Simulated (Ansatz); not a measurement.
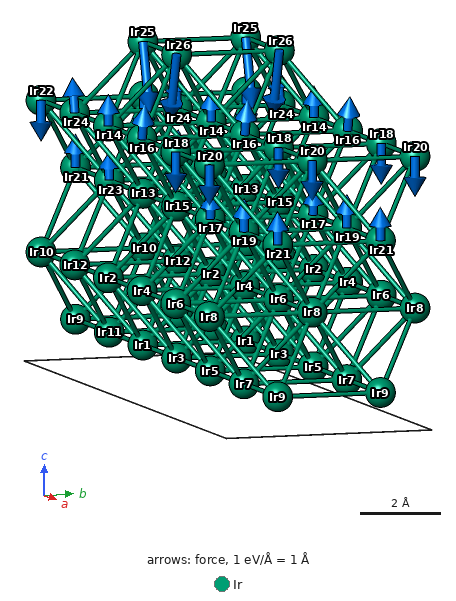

Starting geometry of a slab of composition Ir (cut from the Fm-3m phase) with the computed forces as blue arrows. Style: ball-and-stick. Shown: the 1 × 2 repeat of the cell, outlined in the plane, without the vacuum (origin shifted), slightly off an axis.

Case: stripe over 2 of 6 cells, two steps. 12 atoms are held fixed.

Computed with DFT PBEsol, scalar-relativistic, plane waves, PAW in Ansatz.

Input file:
```yaml
crystal:
  lattice:
    - [16.2504120812, 0.0, 0.0]
    - [0.0, 2.7084020135, 0.0]
    - [0.0, 0.0, 19.6605177198]
  atoms:
    - { symbol: Ir, position: [0.0, 0.0, 0.0762950407] }
    - { symbol: Ir, position: [0.0833333333, 0.5, 0.1737049593] }
    - { symbol: Ir, position: [0.1666666667, 0.0, 0.0762950407] }
    - { symbol: Ir, position: [0.25, 0.5, 0.1737049593] }
    - { symbol: Ir, position: [0.3333333333, 0.0, 0.0762950407] }
    - { symbol: Ir, position: [0.4166666667, 0.5, 0.1737049593] }
    - { symbol: Ir, position: [0.5, 0.0, 0.0762950407] }
    - { symbol: Ir, position: [0.5833333333, 0.5, 0.1737049593] }
    - { symbol: Ir, position: [0.6666666667, 0.0, 0.0762950407] }
    - { symbol: Ir, position: [0.75, 0.5, 0.1737049593] }
    - { symbol: Ir, position: [0.8333333333, 0.0, 0.0762950407] }
    - { symbol: Ir, position: [0.9166666667, 0.5, 0.1737049593] }
    - { symbol: Ir, position: [0.0, 0.0, 0.2711148778] }
    - { symbol: Ir, position: [0.0833333333, 0.5, 0.3685247964] }
    - { symbol: Ir, position: [0.1666666667, 0.0, 0.2711148778] }
    - { symbol: Ir, position: [0.25, 0.5, 0.3685247964] }
    - { symbol: Ir, position: [0.3333333333, 0.0, 0.2711148778] }
    - { symbol: Ir, position: [0.4166666667, 0.5, 0.3685247964] }
    - { symbol: Ir, position: [0.5, 0.0, 0.2711148778] }
    - { symbol: Ir, position: [0.5833333333, 0.5, 0.3685247964] }
    - { symbol: Ir, position: [0.6666666667, 0.0, 0.2711148778] }
    - { symbol: Ir, position: [0.75, 0.5, 0.3685247964] }
    - { symbol: Ir, position: [0.8333333333, 0.0, 0.2711148778] }
    - { symbol: Ir, position: [0.9166666667, 0.5, 0.3685247964] }
    - { symbol: Ir, position: [0.0, 0.0, 0.465934715] }
    - { symbol: Ir, position: [0.1666666667, 0.0, 0.465934715] }
basis:
  ecutwfc: 420
kpoints:
  mp_grid: { grid: [2, 12, 1] }
hamiltonian:
  xc: pbesol
scf:
  occupations: { method: gaussian, width: 0.1 }
output:
  forces: true
  eigenvalues: true
  populations: true
relax:
  adjacent_minimum: "off"
  f_tol: 0.02
  max_steps: 45
  constraints: [{ sites: [0, 1, 2, 3, 4, 5, 6, 7, 8, 9, 10, 11] }]
efield:
  axis: 3
  dipole_correction: true
  ramp_width: 0.04
```

Launched with:
```bash
ansatz run input.yaml --threads 4 --pin off --max-ram 11264MiB --backend cpu --events-out ev --progress --plain --runs-dir out
```

Q: What follows when this structure is relaxed?

A: It isn't relaxed: the largest force vector, on Ir atoms, is 1.83 eV/Å. The final displacements follow the starting forces only in part (cosine between the two patterns 0.79). Over 6 geometry steps the energy falls by 0.568 eV per cell of the calculation. The largest force component goes from 1.7 to 0.0026 eV/Å. The largest moves, 0.20 Å, are those of Ir25 and Ir26. Ir26 goes at 8° to the normal (−c side). The lattice vectors keep their values. Among the contacts that change: Ir16–Ir26 2.708 → 2.589 Å, Ir14–Ir25 2.708 → 2.614 Å, Ir16–Ir18 2.708 → 2.638 Å, Ir13–Ir24 2.708 → 2.776 Å. Cost: 16 min on 4 threads of AMD EPYC 7R43 64-Core Processor (Zen 3), on a shared host, peak memory 5.2 GiB.
